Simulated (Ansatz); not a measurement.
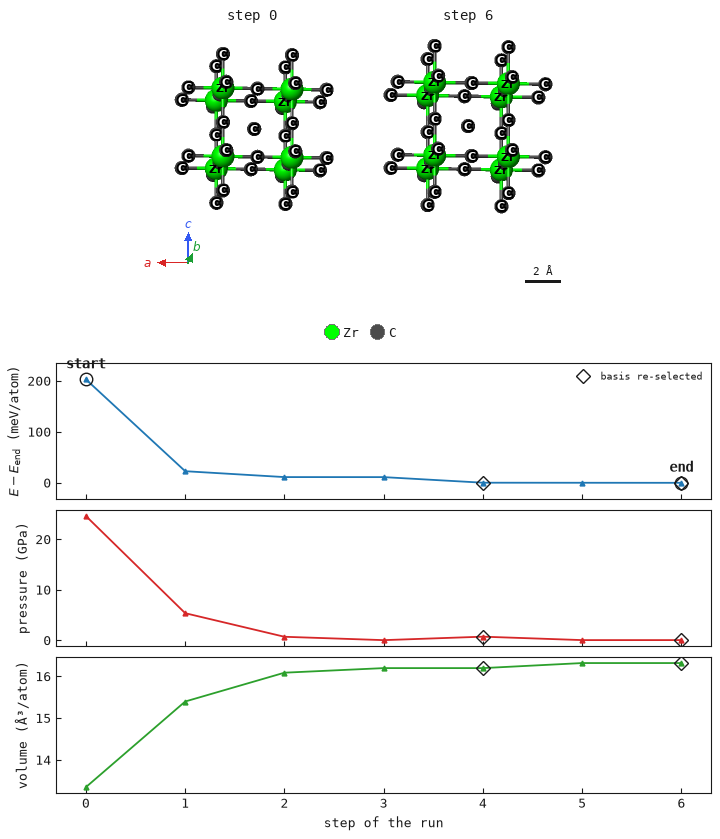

First and last geometry of a relaxation of a crystal of ZrC$_{4}$ (a generated structure, set up in Pm-3m) (coarse preliminary run), with the history of the run. A ball-and-stick model of the cell of the calculation, seen from a free direction.

Computed with DFT PBE, scalar-relativistic, plane waves, PAW (Ansatz 0.2.0).

The input:
```yaml
crystal:
  lattice:
    - [4.05641091, 0.0, 0.0]
    - [0.0, 4.05641091, 0.0]
    - [0.0, 0.0, 4.05641091]
  atoms:
    - { symbol: Zr, position: [0.0, 0.0, 0.0] }
    - { symbol: C, position: [0.5, 0.0, 0.0] }
    - { symbol: C, position: [0.0, 0.5, 0.0] }
    - { symbol: C, position: [0.0, 0.0, 0.5] }
    - { symbol: C, position: [0.5, 0.5, 0.5] }
basis:
  ecutwfc: 420
kpoints:
  mp_grid: { grid: [4, 4, 4] }
hamiltonian:
  xc: pbe
scf:
  occupations: { method: gaussian, width: 0.1 }
  lower_state_search: "off"
output:
  forces: true
  stress: true
  eigenvalues: true
relax:
  adjacent_minimum: "off"
  f_tol: 0.04
  max_steps: 70
  cell: { stress_tol: 0.4 }
```

Command:
```bash
ansatz run input.yaml --threads 1 --pin off --max-ram 2560MiB --backend cpu --events-out ev --progress --plain --runs-dir out
```

Question: Did the run converge, and what did it change?

Answer: It converged. The energy falls by 203 meV per atom in 4 accepted moves (6 points after the start). All forces vanish by symmetry, so only the cell relaxes. The pressure goes from 24.61 to 0.05 GPa. The SCF was repeated twice at an unchanged geometry on a basis and grid sized afresh for the cell, which shifted the energy by 11.0 meV per atom at most. No atom moves by more than 0.005 Å relative to the cell. The drawn cell changes as follows: a = b = c 4.056 → 4.337 Å (+6.9 %); the volume changes by +22.2 %. Near-neighbour distances that change, for instance: Zr1–C2 2.028 → 2.169 Å. The space group stays Pm-3m (No. 221). The run took 6.4 s on 1 thread of Arm Neoverse V2 (shared host), peak memory 0.31 GiB.

Limits of the set-up: the k-point mesh is coarse for a cell with partly filled bands.
